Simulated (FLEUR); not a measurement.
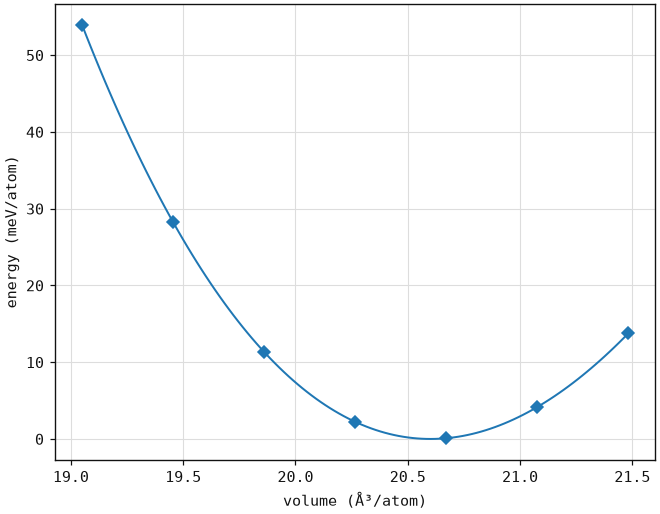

The picture above shows the energy against volume.

Method: all-electron LAPW DFT, no spin polarisation; energies at scaled volumes of the given cell, shape and fractions fixed, counted from the fit's minimum, third-order Birch-Murnaghan fit (FLEUR MaX-R8.1 (later development tree)). Level: PBEsol.

> For which of these solids was it computed?
A. PtSe₂, P-3m1 (No. 164)
B. I, Cmce (No. 64)
C. La₂O₃, P-3m1 (No. 164)

A, PtSe₂: energy from 0.08 meV/atom to 53.96 meV/atom, V0 20.6 Å³/atom, B0 127 GPa. The others give: La₂O₃, energy from 0.02 meV/atom to 43.13 meV/atom, V0 16 Å³/atom, B0 142 GPa; I, energy from 0.05 meV/atom to 14.69 meV/atom, V0 42.77 Å³/atom, B0 24.3 GPa.

For I, limits of the calculation: shape and atomic fractions are frozen while scaling, which makes layered, chain and framework solids too stiff.

For La₂O₃, limits of the calculation: shape and atomic fractions are frozen while scaling, which makes layered, chain and framework solids too stiff.

For PtSe₂, limits of the calculation: spin-orbit coupling left out, heavy elements; shape and atomic fractions are frozen while scaling, which makes layered, chain and framework solids too stiff.
